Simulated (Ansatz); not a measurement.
## Run report: GaN, geometry relaxation (part 1 of 2)

GaN (P6₃/mmc, 4 atoms in the cell), computed with DFT PBE, scalar-relativistic, plane waves, PAW, no spin polarisation (Ansatz 0.2.0).

The structure was made by a generator, so it may or may not be a known phase.

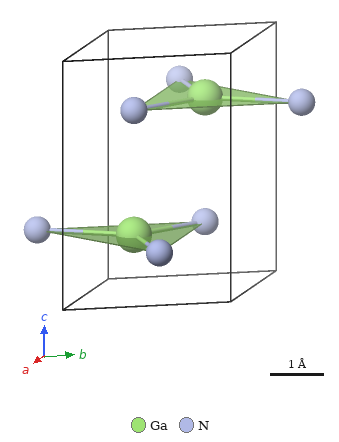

*The starting structure (polyhedral view of the cell of the calculation, seen slightly off an axis; polyhedra are completed across the faces of the cell).*

## Summary

| quantity | value |
| --- | --- |
| outcome | converged |
| space group (tolerance 0.01 Å) | P6₃/mmc (194) |
| electrons treated | 36 |
| free energy | −8334.8952 eV |
| Fermi energy | 10.567 eV |
| gap on the k-point mesh | 1.15 eV |
| pressure | 0.00 GPa |
| final volume | 46.74 Å³ |
| largest force (length of the vector) at the end | under 0.001 eV/Å |
| final cell | a = 3.325 Å, b = 3.325 Å, c = 4.881 Å, α = 90.00°, β = 90.00°, γ = 120.00° |
| hardware | 1 thread of AMD EPYC (Zen 3), 192 GiB of memory available, shared host |
| wall time | 16 s |
| peak memory | 0.41 GiB |

## The input
```yaml
crystal:
  lattice:
    - [3.328576735, 0.0, 0.0]
    - [-1.6642883675, 2.8826320109, 0.0]
    - [0.0, 0.0, 4.8561543577]
  atoms:
    - { symbol: Ga, position: [0.3333333333, 0.6666666667, 0.75] }
    - { symbol: Ga, position: [0.6666666667, 0.3333333333, 0.25] }
    - { symbol: "N", position: [0.3333333333, 0.6666666667, 0.25] }
    - { symbol: "N", position: [0.6666666667, 0.3333333333, 0.75] }
basis:
  ecutwfc: 420
kpoints:
  mp_grid: { grid: [9, 9, 6] }
hamiltonian:
  xc: pbe
scf:
  occupations: { method: gaussian, width: 0.02 }
output:
  forces: true
  stress: true
  eigenvalues: true
  write_density: true
  write_potential: true
  elf: true
  volumetric_format: npy
relax:
  adjacent_minimum: "off"
  f_tol: 0.01
  max_steps: 80
  cell: { stress_tol: 0.05 }
```

Command:
```bash
ansatz run input.yaml --threads 1 --pin off --max-ram 2048MiB --backend cpu --events-out ev --progress --plain --runs-dir out
```

## Log
```
Engine: ansatz 0.2.0, x86_64-unknown-linux-gnu
Pseudopotentials: kind: paw
Pseudopotential: Ga, paw, valence charge 13, recommended cutoff 420 eV (normal), Ga.paw.azcp
Pseudopotential: N, paw, valence charge 5, recommended cutoff 420 eV (normal), N.paw.azcp
Functional definition: PBE
  parameter kappa = 0.804
  parameter beta = 0.06672455060314922
  exchange = pbe_x(kappa = kappa, mu = beta*pi^2/3)
  correlation = pbe_c(beta = beta)
Crystal: 4 atoms, lattice volume = 46.595 Å³
Basis set: ecut = 420 eV, 917 PW (Γ), exchange–correlation on 48×48×72 points (8 copies of the dense FFT grid, shifted against one another)
Bands: 22, of which v1, the nominal top of the filled ones, is band 18 counted from 1 (17 counted from 0)
Symmetry: 24 space group operations
Space group: P63/mmc (ITA 194), of the structure as read, at distance tolerance 3.6e-5 Å
k-points: 48 of 486
Non-local potential: Ga, projectors of the file, l = 0: 2, l = 1: 2, l = 2: 3, l = 3: 1
Non-local potential: N, projectors of the file, l = 0: 2, l = 1: 2, l = 2: 1
PAW form: soft (Blöchl's): semilocal exchange-correlation on the pseudo side does not see the compensation charge
PAW one-centre angular grid: Ga, 590 points (default); XC on 64 Gauss nodes
PAW one-centre angular grid: N, 110 points (default); XC on 64 Gauss nodes
Initial density: superposition of atomic densities (neutral atoms: chi_scale 0, normalization atom), corrected by the library's trained network
Initial wavefunctions: pseudopotential atomic-orbital guess
Functional: x = pbe(κ = 0.804, μ = 0.2195149727645171), c = pbe(β = 0.06672455060314922)
SCF iter   1: F=—  HF=-8334.894270 eV  |F-HF|=—  |Δ(HF+E_count)|=         —  Δρ=3.15e-3  dr2=4.32e-3  ethr=1.77e-3  ⟨swp⟩=5.4  Hψ=4342  notcnv=0
preconditioner: auto → Resta (q_TF=auto, 2.613 Å⁻¹)  ε∞=5.0  [insulator: Δε(μ)=1.175 eV  Ē_g=16.320 eV  σ=0.020 eV  W_gap=1.00  n_scr=22 (ndim 8)  ℏωp=32.6 eV  f_vac=0.015  D(μ)=0.00/eV (n_scr^D=0)  ε∞_Penn≈5.0]
SCF iter   2: F=—  HF=-8334.894336 eV  |F-HF|=—  |Δ(HF+E_count)|=   6.67e-5  Δρ=9.99e-4  dr2=3.24e-4  ethr=1.20e-5  ⟨swp⟩=2.0  Hψ=2160  notcnv=0
SCF iter   3: F=—  HF=-8334.894740 eV  |F-HF|=—  |Δ(HF+E_count)|=   4.04e-4  Δρ=5.33e-4  dr2=1.20e-4  ethr=9.00e-7  ⟨swp⟩=2.2  Hψ=1416  notcnv=0
SCF iter   4: F=—  HF=-8334.894982 eV  |F-HF|=—  |Δ(HF+E_count)|=   2.42e-4  Δρ=1.35e-4  dr2=1.05e-5  ethr=3.34e-7  ⟨swp⟩=2.5  Hψ=2073  notcnv=0
SCF iter   5: F=—  HF=-8334.894998 eV  |F-HF|=—  |Δ(HF+E_count)|=   1.59e-5  Δρ=8.63e-5  dr2=2.34e-6  ethr=2.91e-8  ⟨swp⟩=2.0  Hψ=1889  notcnv=0
SCF iter   6: F=—  HF=-8334.895001 eV  |F-HF|=—  |Δ(HF+E_count)|=   3.11e-6  Δρ=1.72e-5  dr2=1.04e-7  ethr=6.49e-9  ⟨swp⟩=2.0  Hψ=1853  notcnv=0
SCF iter   7: F=-8334.895001 eV  HF=-8334.895001 eV  |F-HF|=7.51e-10  |Δ(HF+E_count)|=   1.07e-7  Δρ=1.94e-6  dr2=1.64e-9  ethr=2.78e-10  ⟨swp⟩=8.4  Hψ=6647  notcnv=0
SCF 1 converged in 7 iterations: F = -8334.895001 eV  dr2 = 1.64e-9
  greatest PAW one-centre occupation: 0.996 electrons in one spin orbital (limit 2), on the Ga atom at site 1 (counted from 0), in its partial waves of l = 2
relax step   1: F+E_penalty+E_count = -8334.89500132 eV  Δ(F+E_penalty+E_count) = +0.000e0 eV  max|allowed force component| = 1.486e-16 eV/Å  Δτ_max = 0.0000 Å  P = +0.083 GPa  Ω = 46.595 Å³  (7 SCF iters, dr2 threshold 1.00e-7 eV, accepted)
Crystal: 4 atoms, lattice volume = 46.645 Å³
Initial density: handed on by an earlier stage of this run
Initial wavefunctions: those handed on with the density
iter 1 solved again at ethr=2.07e-8 eV; its pass at ethr=3.10e-3 eV (dr2=7.44e-6 eV) is discarded
SCF iter   1: F=—  HF=-8334.894943 eV  |F-HF|=—  |Δ(HF+E_count)|=         —  Δρ=1.42e-4  dr2=7.95e-6  ethr=2.07e-8  ⟨swp⟩=2.0  Hψ=5321  notcnv=0
preconditioner: auto → Resta (q_TF=auto, 2.613 Å⁻¹)  ε∞=5.0  [insulator: Δε(μ)=1.155 eV  Ē_g=16.323 eV  σ=0.020 eV  W_gap=1.00  n_scr=22 (ndim 8)  ℏωp=32.6 eV  f_vac=0.022  D(μ)=0.00/eV (n_scr^D=0)  ε∞_Penn≈5.0]
SCF iter   2: F=—  HF=-8334.894952 eV  |F-HF|=—  |Δ(HF+E_count)|=   9.33e-6  Δρ=5.46e-5  dr2=1.03e-6  ethr=2.07e-8  ⟨swp⟩=2.0  Hψ=1349  notcnv=0
SCF iter   3: F=-8334.894952 eV  HF=-8334.894952 eV  |F-HF|=3.27e-9  |Δ(HF+E_count)|=   8.90e-8  Δρ=2.42e-5  dr2=2.61e-7  ethr=9.22e-10  ⟨swp⟩=8.1  Hψ=6675  notcnv=0
SCF 2 converged in 3 iterations: F = -8334.894952 eV  dr2 = 2.61e-7
relax step   2: F+E_penalty+E_count = -8334.89495196 eV  Δ(F+E_penalty+E_count) = +4.936e-5 eV  max|allowed force component| = 2.041e-16 eV/Å  Δτ_max = 0.0000 Å  P = -0.018 GPa  Ω = 46.645 Å³  energy of the carried Pulay correction = -1.561e-4 eV  (3 SCF iters, dr2 threshold 3.32e-7 eV, accepted)
Crystal: 4 atoms, lattice volume = 46.727 Å³
iter 1 solved again at ethr=5.19e-8 eV; its pass at ethr=3.10e-3 eV (dr2=1.87e-5 eV) is discarded
SCF iter   1: F=—  HF=-8334.894844 eV  |F-HF|=—  |Δ(HF+E_count)|=         —  Δρ=3.85e-4  dr2=4.01e-5  ethr=5.19e-8  ⟨swp⟩=3.0  Hψ=6090  notcnv=0
eigensolver tolerance schedule calibrated: the retry pair's looser diagonalisation under-reported the residual by θ = 0.53 (0.11/decade); ethr = c·dr2/N_el runs at the constant in force after the calibration composes with the one it found (an armed cap, an earlier calibration), c = 8.0e-2
preconditioner: auto → Resta (q_TF=auto, 2.612 Å⁻¹)  ε∞=5.0  [insulator: Δε(μ)=1.154 eV  Ē_g=16.316 eV  σ=0.020 eV  W_gap=1.00  n_scr=22 (ndim 8)  ℏωp=32.6 eV  f_vac=0.022  D(μ)=0.00/eV (n_scr^D=0)  ε∞_Penn≈5.0]
SCF iter   2: F=—  HF=-8334.894851 eV  |F-HF|=—  |Δ(HF+E_count)|=   6.77e-6  Δρ=2.05e-4  dr2=1.28e-5  ethr=5.19e-8  ⟨swp⟩=3.0  Hψ=2055  notcnv=0
SCF iter   3: F=—  HF=-8334.894849 eV  |F-HF|=—  |Δ(HF+E_count)|=   2.21e-6  Δρ=7.01e-5  dr2=1.90e-6  ethr=2.84e-8  ⟨swp⟩=2.1  Hψ=1843  notcnv=0
SCF iter   4: F=-8334.894848 eV  HF=-8334.894848 eV  |F-HF|=4.11e-8  |Δ(HF+E_count)|=   8.87e-7  Δρ=2.03e-5  dr2=1.43e-7  ethr=3.19e-10  ⟨swp⟩=6.0  Hψ=7034  notcnv=0
SCF 3 converged in 4 iterations: F = -8334.894848 eV  dr2 = 1.43e-7
  greatest PAW one-centre occupation: 0.995 electrons in one spin orbital (limit 2), on the Ga atom at site 1 (counted from 0), in its partial waves of l = 2
relax step   3: F+E_penalty+E_count = -8334.89484773 eV  Δ(F+E_penalty+E_count) = +1.042e-4 eV  max|allowed force component| = 3.464e-16 eV/Å  Δτ_max = 0.0000 Å  P = +0.042 GPa  Ω = 46.727 Å³  energy of the carried Pulay correction = -4.354e-4 eV  (4 SCF iters, dr2 threshold 1.44e-7 eV, accepted)
Crystal: 4 atoms, lattice volume = 46.738 Å³
iter 1 solved again at ethr=6.18e-9 eV; its pass at ethr=3.10e-3 eV (dr2=2.22e-6 eV) is discarded
SCF iter   1: F=—  HF=-8334.894804 eV  |F-HF|=—  |Δ(HF+E_count)|=         —  Δρ=6.54e-5  dr2=2.29e-6  ethr=6.18e-9  ⟨swp⟩=2.3  Hψ=5242  notcnv=0
preconditioner: auto → Resta (q_TF=auto, 2.612 Å⁻¹)  ε∞=5.0  [insulator: Δε(μ)=1.152 eV  Ē_g=16.316 eV  σ=0.020 eV  W_gap=1.00  n_scr=22 (ndim 8)  ℏωp=32.6 eV  f_vac=0.022  D(μ)=0.00/eV (n_scr^D=0)  ε∞_Penn≈5.0]
SCF iter   2: F=—  HF=-8334.894817 eV  |F-HF|=—  |Δ(HF+E_count)|=   1.32e-5  Δρ=2.09e-5  dr2=1.84e-7  ethr=6.18e-9  ⟨swp⟩=2.0  Hψ=1347  notcnv=0
SCF iter   3: F=—  HF=-8334.894817 eV  |F-HF|=—  |Δ(HF+E_count)|=   4.29e-8  Δρ=1.29e-5  dr2=7.13e-8  ethr=5.12e-10  ⟨swp⟩=2.0  Hψ=1798  notcnv=0
SCF iter   4: F=—  HF=-8334.894817 eV  |F-HF|=—  |Δ(HF+E_count)|=   4.39e-8  Δρ=4.66e-6  dr2=1.09e-8  ethr=1.98e-10  ⟨swp⟩=2.0  Hψ=1748  notcnv=0
SCF iter   5: F=-8334.894817 eV  HF=-8334.894817 eV  |F-HF|=2.00e-9  |Δ(HF+E_count)|=  3.82e-10  Δρ=1.79e-6  dr2=1.43e-9  ethr=2.25e-11  ⟨swp⟩=6.4  Hψ=5604  notcnv=0
SCF 4 converged in 5 iterations: F = -8334.894817 eV  dr2 = 1.43e-9
relax step   4: F+E_penalty+E_count = -8334.89481741 eV  Δ(F+E_penalty+E_count) = +3.032e-5 eV  max|allowed force component| = 3.099e-16 eV/Å  Δτ_max = 0.0000 Å  P = -0.016 GPa  Ω = 46.738 Å³  energy of the carried Pulay correction = -4.674e-4 eV  (5 SCF iters, dr2 threshold 8.10e-9 eV, accepted)
Initial wavefunctions: pseudopotential atomic-orbital guess (no wavefunctions were taken with the density)
iter 1 solved again at ethr=3.71e-8 eV; its pass at ethr=3.10e-3 eV (dr2=1.33e-5 eV) is discarded
SCF iter   1: F=—  HF=-8334.895017 eV  |F-HF|=—  |Δ(HF+E_count)|=         —  Δρ=1.80e-4  dr2=3.52e-7  ethr=3.71e-8  ⟨swp⟩=3.0  Hψ=7417  notcnv=0
SCF iter   2: F=—  HF=-8334.895173 eV  |F-HF|=—  |Δ(HF+E_count)|=   1.56e-4  Δρ=9.11e-5  dr2=9.32e-8  ethr=9.77e-10  ⟨swp⟩=2.0  Hψ=1534  notcnv=0
SCF iter   3: F=—  HF=-8334.895220 eV  |F-HF|=—  |Δ(HF+E_count)|=   4.70e-5  Δρ=7.84e-6  dr2=5.69e-9  ethr=2.59e-10  ⟨swp⟩=2.1  Hψ=1854  notcnv=0
SCF iter   4: F=—  HF=-8334.895220 eV  |F-HF|=—  |Δ(HF+E_count)|=   2.57e-7  Δρ=9.54e-7  dr2=2.65e-10  ethr=1.58e-11  ⟨swp⟩=2.0  Hψ=1913  notcnv=0
SCF iter   5: F=—  HF=-8334.895220 eV  |F-HF|=—  |Δ(HF+E_count)|=  6.80e-10  Δρ=4.49e-7  dr2=9.76e-11  ethr=1.00e-12  ⟨swp⟩=5.8  Hψ=4807  notcnv=0
SCF iter   6: F=-8334.895220 eV  HF=-8334.895220 eV  |F-HF|=3.27e-11  |Δ(HF+E_count)|=  1.91e-10  Δρ=1.42e-7  dr2=1.01e-11  ethr=1.00e-12  ⟨swp⟩=5.3  Hψ=4714  notcnv=0
SCF 5 converged in 6 iterations: F = -8334.895220 eV  dr2 = 1.01e-11
relax step   5: F+E_penalty+E_count = -8334.89522024 eV  Δ(F+E_penalty+E_count) = -4.028e-4 eV  max|allowed force component| = 2.926e-16 eV/Å  Δτ_max = 0.0000 Å  P = -0.000 GPa  Ω = 46.738 Å³  stress off target by 3.11e-2 GPa  SCF on the basis re-selected at this cell (its energy is not comparable with the rows above)  (6 SCF iters)
```

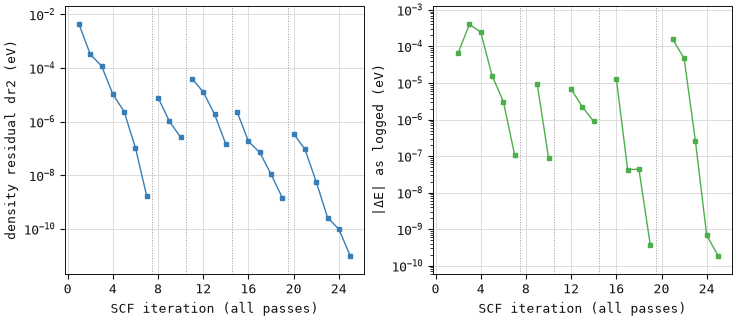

*Convergence of the self-consistent field: density residual dr2 and size of the energy change against the SCF iteration. The dotted lines part the SCF passes of the relaxation: geometry steps, rejected trials and re-solves on a re-selected basis.*

The 5 passes take 3 to 7 iterations each, 25 in all.

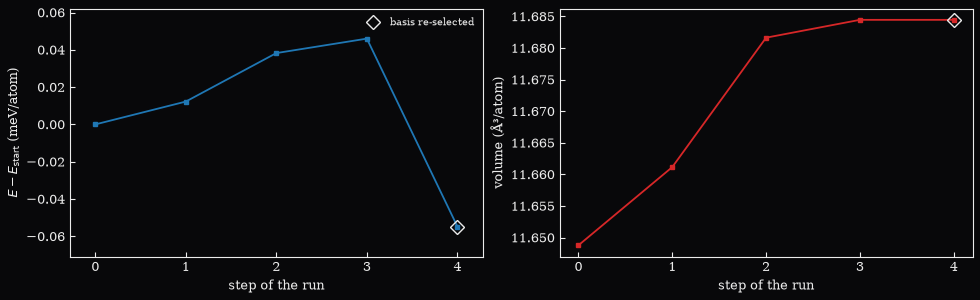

*Progress of the relaxation, step by step (the first geometry is step 0 here and step 1 in the log).*

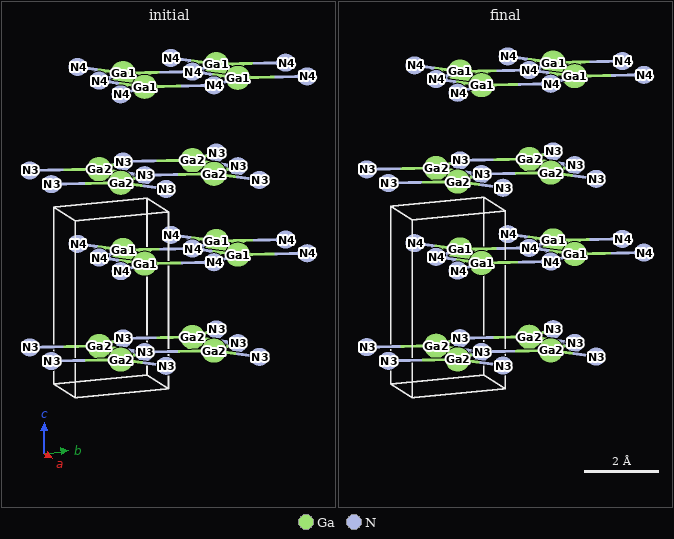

*Before (left) and after (right) the relaxation, at one scale (ball-and-stick view of the cell of the calculation, repeated 2 × 2 × 2, with bonded neighbours outside it, seen slightly off an axis).*

The atoms keep their places relative to the cell (all moves are under 0.005 Å). Cell: a = b 3.329 → 3.325 Å (−0.1 %), c 4.856 → 4.881 Å (+0.5 %). Volume +0.3 %. The space group stays P6_3/mmc (No. 194). Over 3 geometry steps the energy rises by next to nothing (0.0 meV per atom). All forces vanish by symmetry, so only the cell relaxes. Pressure: 0.08 GPa at the start and 0.00 GPa at the end. A last SCF at the same geometry on a re-selected plane-wave basis shifts the energy by −0.1 meV per atom. (Atoms are counted from 1 in the order of the input.)
